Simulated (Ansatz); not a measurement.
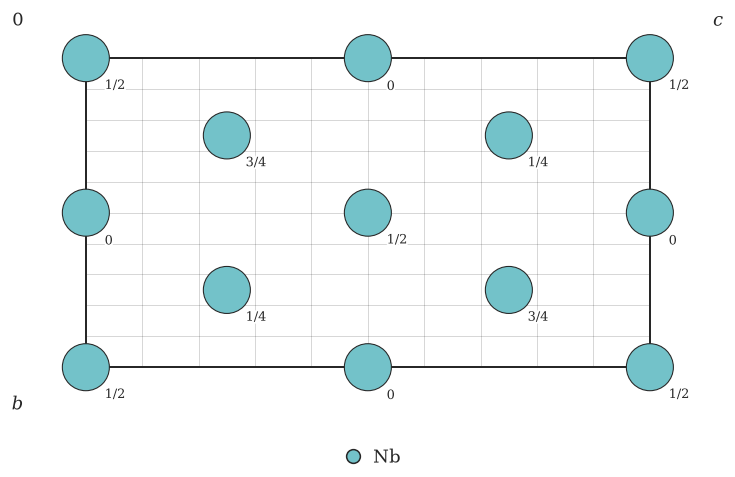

Plan of a unit cell projected along a (b down the page, c across); the numbers are heights as fractions of a, and atoms on the cell's edges are repeated. The grid marks tenths of b and c. Source: the geometry relaxed with DFT, PBE, plane waves (420 eV) with PAW, scalar-relativistic in Ansatz; the starting structure was generated, so it need not be a known form of this composition. Geometry calculated from the standardised cell; symmetry tolerance 0.002 Å.

a = 2.762 Å, b = 5.416 Å, c = 9.884 Å, α = 90.00°, β = 90.00°, γ = 90.00°.

### What does the cell contain?

8 Nb: Nb, Z = 8.

### Which space group?

Fddd (No. 70, origin choice 1), face-centred orthorhombic.

### Give the independent sites, coordinates to two places.

```tsv
atom	site	symmetry	x	y	z
Nb	8b	222	0.25	0.25	0.75
```
